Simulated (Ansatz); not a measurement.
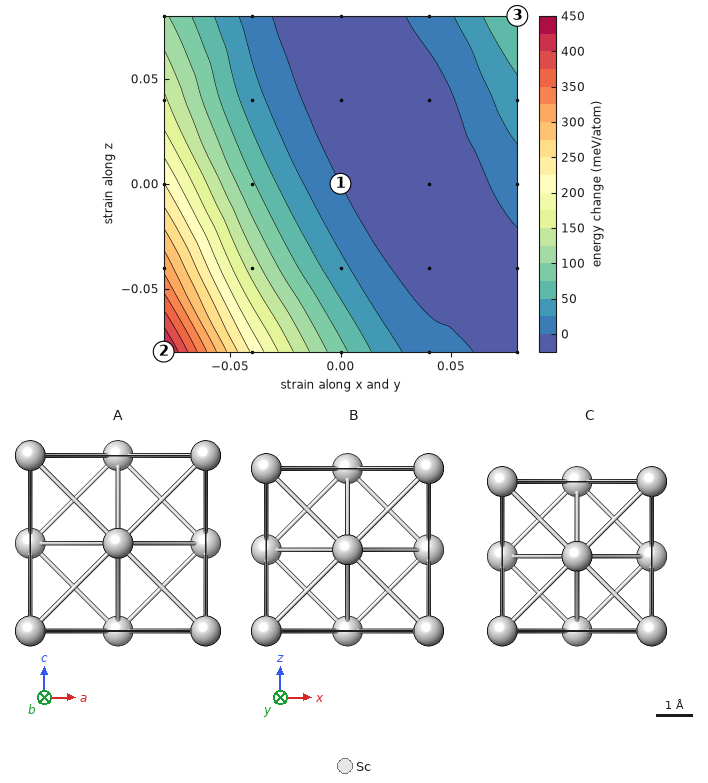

A scan of crystalline Sc (Fm-3m): the cell is strained equally along x and y and separately along z, with the atoms kept at their fractional coordinates. x, y and z are the Cartesian axes of the input. The map is interpolated between the computed points (dots). The frames are shuffled; each belongs to one numbered point. A ball-and-stick model of the conventional cell (4 times the calculation's cell), seen along the b axis. Lengths and directions refer to the drawn axes.

Theory: DFT r2SCAN, scalar-relativistic, plane waves, PAW (Ansatz 0.2.0). Set-up: plane-wave cutoff 500 eV; k-point mesh 18 × 18 × 18; occupations gaussian; smearing width 0.15 eV; no spin polarisation. Energies (free energies at the smearing named) are counted from the cell as listed in its source, which wasn't relaxed.

Which frame belongs to which numbered point?

Answer. Point 1 is frame B, at (0.000, 0.000) and 0 meV/atom; 2 is frame C, at (−0.080, −0.080) and 437 meV/atom; 3 is frame A, at (0.080, 0.080) and 81 meV/atom. In pairs of (strain along x and y; strain along z): the lowest computed point lies at (0.040, 0.000) (−19 meV/atom), the highest at (−0.080, −0.080) (437 meV/atom). The valley is tilted: raising the in-plane strain is made harder by raising the strain along z (cross term 0.81 of the geometric mean of the two curvatures). Over the ranges scanned the energy rises more along the first axis, the in-plane strain. The pressure runs from −6.7 GPa at (0.080, 0.080) to 26.2 GPa at (−0.080, −0.080).
